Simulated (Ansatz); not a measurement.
# A series of single points on CoO

System: CoO (Fm-3m, 2 atoms in the cell).
Method: Kohn-Sham DFT of a periodic cell, PBEsol with D4, Ansatz PAW, spin-polarised (Ansatz 0.2.0).

The 5 runs differ only in the geometry, by an even scaling of the cell at fixed fractional positions. The structure derives from an entry of the Crystallography Open Database.

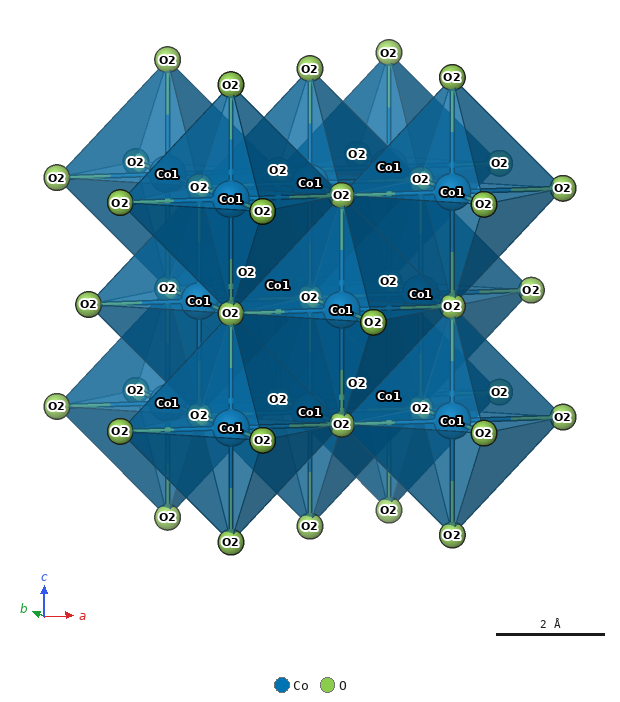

Figure 1. The structure of run 3 (polyhedral view of the cell 4 times as large as that of the calculation, set on its symmetry axes, seen slightly off an axis; polyhedra are completed across the faces of the cell; atoms are numbered from 1 in the order of the input).

### Input of run 3
```yaml
crystal:
  lattice:
    - [0.0, 2.1456163054, 2.1456163054]
    - [2.1456163054, 0.0, 2.1456163054]
    - [2.1456163054, 2.1456163054, 0.0]
  atoms:
    - { symbol: Co, position: [0.0, 0.0, 0.0], spin: 2.0 }
    - { symbol: O, position: [0.5, 0.5, 0.5] }
hamiltonian:
  xc: pbesol
  pseudopotentials: { kind: paw }
  dispersion: d4
magnetization:
  spin_polarized: true
kpoints:
  mp_grid: { grid: [11, 11, 11] }
scf:
  occupations: { method: fermi_dirac, width: 0.05 }
output:
  forces: true
  stress: true
  eigenvalues: true
```

Command:
```bash
ansatz run input.yaml --threads 2 --pin off --max-ram 5120MiB --backend cpu --events-out ev --progress --plain --runs-dir out
```

Lattice vectors (Å) and fractional positions of run 3:
```
   0.000000    2.145616    2.145616
   2.145616    0.000000    2.145616
   2.145616    2.145616    0.000000
Co  0.000000  0.000000  0.000000
O   0.500000  0.500000  0.500000
```

Run 4 differs from it as follows:
```diff
-    - [0.0, 2.1456163054, 2.1456163054]
-    - [2.1456163054, 0.0, 2.1456163054]
-    - [2.1456163054, 2.1456163054, 0.0]
+    - [0.0, 2.1595492692, 2.1595492692]
+    - [2.1595492692, 0.0, 2.1595492692]
+    - [2.1595492692, 2.1595492692, 0.0]
```

### Results, with one run withheld

```csv
run,volume per atom (Å³),"free energy per atom, from the lowest run given (meV)",pressure (GPa)
1,9.103,0.00,−2.65
2,9.684,28.63,−12.65
3,9.878,45.69,−15.51
4,10.071,?,?
5,10.265,89.44,−20.53
```

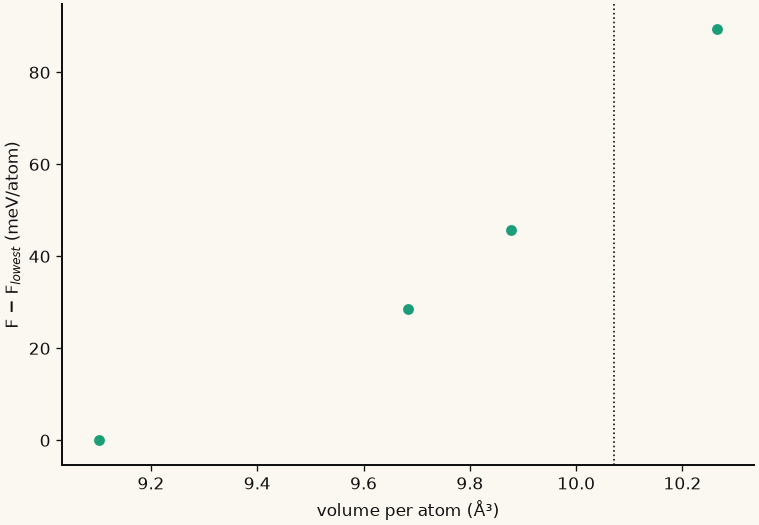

Figure 2. Free energy per atom of the runs given; the dotted line marks run 4.

Fit the runs given and predict run 4.

A quadratic polynomial in V^(−2/3) (the Birch–Murnaghan form), fitted to the 4 runs given, misses them by at most 0.09 meV per atom. With x = V^(−2/3) − 0.21960 Å⁻², it reads F = 31.277 − 5512.6 x + 2.3669e+05 x² (meV per atom). At run 4 it gives 66.11 meV per atom, and the run itself gives 66.02. The slope of the fit gives a pressure −dF/dV of −18.10 GPa there, and the run prints −18.15 GPa. The fit has no minimum inside this range.

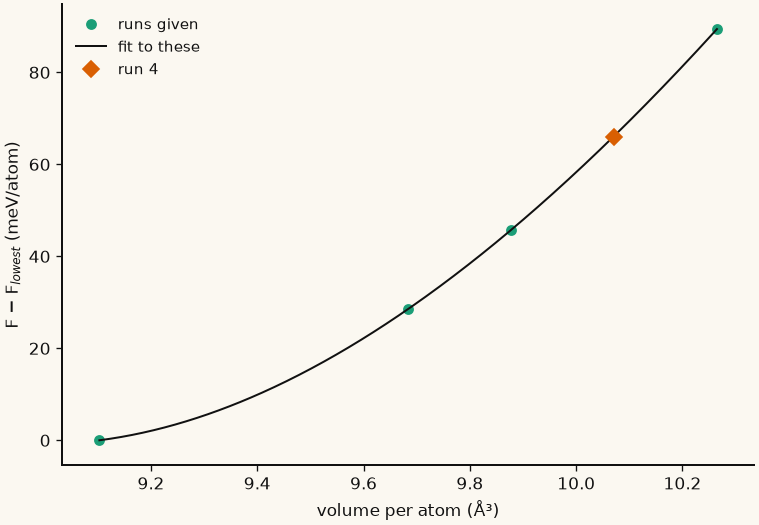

Figure 3. The fit and the withheld run.

### Output, shortened to warnings, some set-up lines, iterations and results (run 4)
```
Basis set: ecut = 420 eV, 411 PW (Γ), exchange–correlation on 48×48×48 points (8 copies of the dense FFT grid, shifted against one another)
Symmetry: 48 space group operations
k-points: 56 of 1331
Initial density: superposition of atomic densities (chi_scale 0.1, normalization cell, long waves kept (reshape's long-wave potential 0.00 eV rms))
[...]
SCF iter   1: F=—  HF=-5651.685017 eV  |F-HF|=—  |Δ(HF+E_count)|=         —  Δρ=1.11e-1 (↑1.11e-1 ↓1.11e-1)  dr2=7.42e0  dr2_m=8.91e-2  M=2.028 μB ∫|m|=2.028 μB  β_m=0.30  …
SCF iter   2: F=—  HF=-5652.329428 eV  |F-HF|=—  |Δ(HF+E_count)|=   6.44e-1  Δρ=8.97e-2 (↑8.97e-2 ↓7.53e-2)  dr2=4.42e-1  dr2_m=1.12e0  M=2.755 μB ∫|m|=2.755 μB  β_m=0.35  …
SCF iter   3: F=—  HF=-5652.542629 eV  |F-HF|=—  |Δ(HF+E_count)|=   2.13e-1  Δρ=8.99e-2 (↑6.59e-2 ↓8.99e-2)  dr2=1.66e-1  dr2_m=1.04e0  M=2.992 μB ∫|m|=2.995 μB  β_m=0.29  …
SCF iter   4: F=—  HF=-5652.294371 eV  |F-HF|=—  |Δ(HF+E_count)|=         —  Δρ=3.72e-2 (↑3.72e-2 ↓3.72e-2)  dr2=2.16e-1  dr2_m=1.93e-1  M=2.834 μB ∫|m|=2.840 μB  β_m=0.67  …
SCF iter   5: F=—  HF=-5652.445013 eV  |F-HF|=—  |Δ(HF+E_count)|=   1.51e-1  Δρ=5.06e-2 (↑2.56e-2 ↓5.06e-2)  dr2=4.59e-1  dr2_m=1.43e-1  M=2.999 μB ∫|m|=3.011 μB  β_m=0.64  …
SCF iter   6: F=—  HF=-5652.504114 eV  |F-HF|=—  |Δ(HF+E_count)|=   5.91e-2  Δρ=2.44e-2 (↑2.44e-2 ↓1.21e-2)  dr2=1.11e-1  dr2_m=2.59e-2  M=2.945 μB ∫|m|=2.956 μB  β_m=0.63  …
SCF iter   7: F=—  HF=-5652.513946 eV  |F-HF|=—  |Δ(HF+E_count)|=   9.83e-3  Δρ=1.32e-2 (↑6.78e-3 ↓1.32e-2)  dr2=3.63e-2  dr2_m=3.48e-3  M=2.982 μB ∫|m|=2.997 μB  β_m=0.51  …
SCF iter   8: F=—  HF=-5652.497971 eV  |F-HF|=—  |Δ(HF+E_count)|=   1.60e-2  Δρ=3.16e-3 (↑2.68e-3 ↓3.16e-3)  dr2=3.37e-3  dr2_m=5.12e-5  M=2.990 μB ∫|m|=3.007 μB  β_m=0.65  …
SCF iter   9: F=—  HF=-5652.496561 eV  |F-HF|=—  |Δ(HF+E_count)|=   1.41e-3  Δρ=6.60e-4 (↑3.31e-4 ↓6.60e-4)  dr2=7.33e-5  dr2_m=1.58e-5  M=2.991 μB ∫|m|=3.008 μB  β_m=0.77  …
SCF iter  10: F=—  HF=-5652.496539 eV  |F-HF|=—  |Δ(HF+E_count)|=   2.22e-5  Δρ=1.10e-4 (↑7.75e-5 ↓1.10e-4)  dr2=4.40e-6  dr2_m=3.21e-7  M=2.991 μB ∫|m|=3.009 μB  β_m=0.86  …
SCF iter  11: F=—  HF=-5652.496539 eV  |F-HF|=—  |Δ(HF+E_count)|=   2.37e-7  Δρ=1.63e-5 (↑6.68e-6 ↓1.63e-5)  dr2=2.63e-8  dr2_m=2.14e-8  M=2.991 μB ∫|m|=3.009 μB  β_m=0.91  …
SCF iter  12: F=-5652.496539 eV  HF=-5652.496539 eV  |F-HF|=8.73e-11  |Δ(HF+E_count)|=   7.75e-9  Δρ=2.73e-6 (↑1.20e-6 ↓2.73e-6)  dr2=2.89e-10  dr2_m=7.02e-10  M=2.991 μB …
SCF 1 converged in 12 iterations: F = -5652.496539 eV  dr2 = 2.89e-10
SCF converged after 12 iterations
Magnetization: 2.9913 μB (12.9956 up, 10.0044 down)
Absolute magnetization: 3.0088 μB (∫|ρ↑−ρ↓|, with the PAW one-centre terms)
Spin contamination: 0.0070 ħ² per cell (⟨S²⟩ above its minimum at these occupations)
Per-site moments (μB) at R_I (Å): [(2.534549605554325, 0.8908140735449999), (0.3464329040911847, 0.8908140735449999)]
Free energy (F): -5652.496539 eV
Harris-Foulkes:  -5652.496539 eV  (|F-HF|=8.73e-11)
Internal energy: -5652.464353 eV  (E = F + TS)
E sigma→0 (E₀):  -5652.480446 eV
Entropy (-TS):   -0.032186 eV (-16.093 meV/atom)
Fermi energy:    13.001960 eV
--- Per-component energies (eV) ---
  E_band       = -323.440324
  E_kinetic    = 614.792435
  E_local      = -3493.143245  (includes V_loc(G=0)·N_el)
  E_nonlocal   = 515.486803
  E_hartree    = 1428.439854
  E_xc         = -225.524720
  E_vxc        = -291.294667  (∫ρ·V_xc dr)
  E_paw        = -1637.934127  (= ΣΔE_a)
  E_vpaw       = -526.165036  (= ΣTr[D̂ρ^β])
  E_aug_tail   = 0.002411  (compensation charges beyond the density's cutoff)
  E_ewald      = -2854.501528
  E_disp       = -0.305944  (pairwise vdW)
  E_core_change = 0.223707  (= ΣΔE_core)
  E_smearing   = -0.032186  (= −TS)
  E_closure    = -0.000000  (closes the sum)
  Σ components = -5652.496539   (vs F -5652.496539, Δ=0.00e0)
--- Forces (eV/Å), atoms counted from 1 ---
  atom   1  Co    -0.00000000     0.00000000    -0.00000000
  atom   2  O      0.00000000    -0.00000000     0.00000000
  max |Σ_I F_I| component: 6.21e-30 eV/Å
--- Stress (GPa, compression-positive) ---
      -18.149774      -0.000000       0.000000
        0.000000     -18.149774       0.000000
        0.000000       0.000000     -18.149774
  P = ⅓ Tr σ = -18.1498 GPa (-181.498 kbar)
```
